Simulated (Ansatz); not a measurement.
**A series of single points on WSe₂**

System: WSe₂ (3 atoms in the cell).
Method: DFT PBE+D3(BJ), scalar-relativistic, plane waves, PAW, no spin polarisation (Ansatz 0.2.0).

The 6 runs differ only in the geometry, by a strain of the cell at fixed fractional positions. Against run 4, the strain is εyy = η. The structure derives from a Materials Project entry.

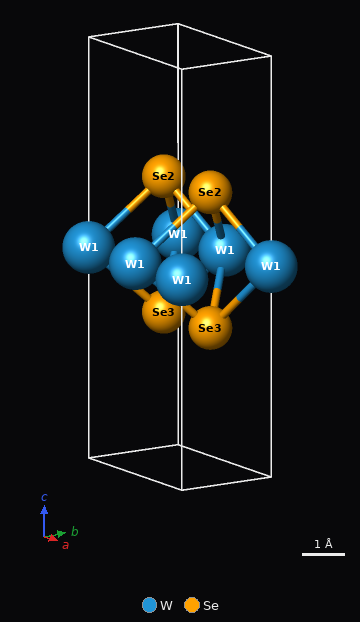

Figure 1. The structure of run 4 (ball-and-stick view of the 2 × 1 repeat of the cell, with the vacuum cut short, seen slightly off an axis; atoms are numbered from 1 in the order of the input).

## Input of run 4
```yaml
crystal:
  lattice:
    - [3.3179375931, 0.0, 0.0]
    - [-1.6589687966, 2.9165195174, 0.0]
    - [0.0, 0.0, 16.65814242]
  atoms:
    - { symbol: W, position: [0.0, 0.0, 0.0] }
    - { symbol: Se, position: [0.3333333333, 0.6666666667, 0.09978652] }
    - { symbol: Se, position: [0.3333333333, 0.6666666667, 0.90021348] }
basis:
  ecutwfc: 420
kpoints:
  mp_grid: { grid: [9, 9, 2] }
hamiltonian:
  xc: pbe
  dispersion: d3bj
scf:
  occupations: { method: gaussian, width: 0.05 }
output:
  forces: true
  stress: true
  eigenvalues: true
```

Run 5 differs from it as follows:
```diff
-    - [-1.6589687966, 2.9165195174, 0.0]
+    - [-1.6589687966, 3.0027220648, 0.0]
```

## Results, with one run withheld

```csv
run,strain parameter η (%),"free energy per atom, from the lowest run given (meV)",pressure (GPa),gap on the mesh (eV)
1,−7.3892,41.43,3.41,1.75
2,−5.9113,17.01,2.36,1.76
3,−4.4335,1.50,1.41,1.68
4,0.0000,0.00,−0.92,1.45
5,2.9557,?,?,?
6,4.4335,50.97,−2.63,1.25
```

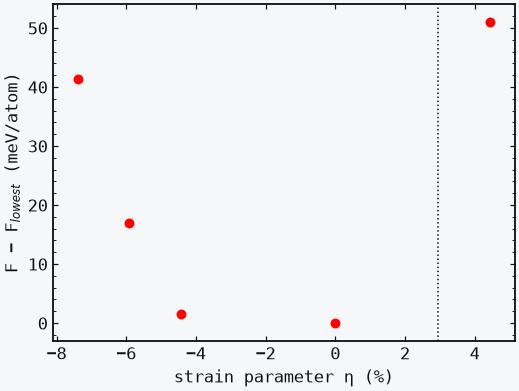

Figure 2. Free energy per atom of the runs given; the dotted line marks run 5.

What should run 5 give?

A cubic polynomial in the coordinate, fitted to the 5 runs given, misses them by at most 0.04 meV per atom. With x = η + 2.6601, it reads F = −6.6839 − 1.5721 x + 1.6379 x² − 0.038141 x³ (meV per atom). At run 5 it gives 29.39 meV per atom, and the run itself gives 29.19. The fit has its minimum at η = −2.1719 %. The gap on the mesh lies between 1.25 eV (run 6) and 1.76 eV (run 2); run 5 has 1.32 eV. These are gaps of this functional on this mesh, which can miss the band edges; they aren't the measured gap.

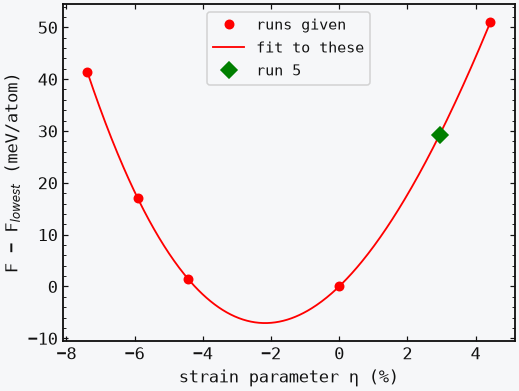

Figure 3. The fit and the withheld run.

## Output, shortened to warnings, some set-up lines, iterations and results (run 5)
```
Basis set: ecut = 420 eV, 3261 PW (Γ), exchange–correlation on 48×48×240 points (8 copies of the dense FFT grid, shifted against one another)
Symmetry: 4 space group operations
k-points: 50 of 162 (time reversal used)
Initial density: superposition of atomic densities (neutral atoms: chi_scale 0, normalization atom), corrected by the library's trained network
[...]
SCF iter   1: F=—  HF=-21325.540739 eV  |F-HF|=—  |Δ(HF+E_count)|=         —  Δρ=2.89e-3  dr2=6.04e-3  ethr=1.77e-3  ⟨swp⟩=8.5  Hψ=6621  notcnv=0
SCF iter   2: F=—  HF=-21325.545276 eV  |F-HF|=—  |Δ(HF+E_count)|=   4.54e-3  Δρ=1.57e-3  dr2=1.79e-3  ethr=1.31e-5  ⟨swp⟩=2.1  Hψ=2506  notcnv=0  defer=50
SCF iter   3: F=—  HF=-21325.547369 eV  |F-HF|=—  |Δ(HF+E_count)|=   2.09e-3  Δρ=7.80e-4  dr2=9.45e-4  ethr=3.89e-6  ⟨swp⟩=2.0  Hψ=1733  notcnv=0
SCF iter   4: F=—  HF=-21325.547729 eV  |F-HF|=—  |Δ(HF+E_count)|=   3.60e-4  Δρ=9.80e-5  dr2=1.06e-5  ethr=2.05e-6  ⟨swp⟩=2.0  Hψ=1714  notcnv=0
SCF iter   5: F=—  HF=-21325.547760 eV  |F-HF|=—  |Δ(HF+E_count)|=   3.11e-5  Δρ=3.06e-5  dr2=2.26e-6  ethr=2.31e-8  ⟨swp⟩=2.1  Hψ=2508  notcnv=0
SCF iter   6: F=—  HF=-21325.547760 eV  |F-HF|=—  |Δ(HF+E_count)|=   4.57e-7  Δρ=7.33e-6  dr2=1.50e-7  ethr=4.92e-9  ⟨swp⟩=3.0  Hψ=2764  notcnv=0
SCF iter   7: F=-21325.547760 eV  HF=-21325.547760 eV  |F-HF|=2.77e-9  |Δ(HF+E_count)|=   4.53e-8  Δρ=2.17e-6  dr2=1.17e-8  ethr=2.17e-10  ⟨swp⟩=7.0  Hψ=6067  notcnv=0
SCF 1 converged in 7 iterations: F = -21325.547760 eV  dr2 = 1.17e-8
SCF converged after 7 iterations
Free energy (F): -21325.547760 eV
Harris-Foulkes:  -21325.547760 eV  (|F-HF|=2.77e-9)
Internal energy: -21325.547760 eV  (E = F + TS)
E sigma→0 (E₀):  -21325.547760 eV
Fermi energy:    2.020010 eV
--- Per-component energies (eV) ---
  E_band       = -1357.634715
  E_kinetic    = 685.190684
  E_local      = -31035.090250  (includes V_loc(G=0)·N_el)
  E_nonlocal   = -1189.705283
  E_hartree    = 15152.214948
  E_xc         = -474.549222
  E_vxc        = -434.107451  (∫ρ·V_xc dr)
  E_paw        = -12385.692498  (= ΣΔE_a)
  E_vpaw       = 311.664559  (= ΣTr[D̂ρ^β])
  E_aug_tail   = -0.001249  (compensation charges beyond the density's cutoff)
  E_ewald      = 7923.040301
  E_disp       = -0.955190  (pairwise vdW)
  E_smearing   = -0.000000  (= −TS)
  E_closure    = 0.000000  (closes the sum)
  Σ components = -21325.547760   (vs F -21325.547760, Δ=0.00e0)
--- Forces (eV/Å), atoms counted from 1 ---
  atom   1  W     -0.00000000     0.23156372     0.00000000
  atom   2  Se     0.00000000    -0.11578193    -0.26184659
  atom   3  Se     0.00000000    -0.11578193     0.26184659
  max |Σ_I F_I| component: 1.45e-7 eV/Å
--- Stress (GPa, compression-positive) ---
       -1.550485       0.000000       0.000000
        0.000000      -3.948173       0.000000
        0.000000       0.000000      -0.856274
  P = ⅓ Tr σ = -2.1183 GPa (-21.183 kbar)
```

Notes: Spin–orbit coupling is left out, which matters for W.
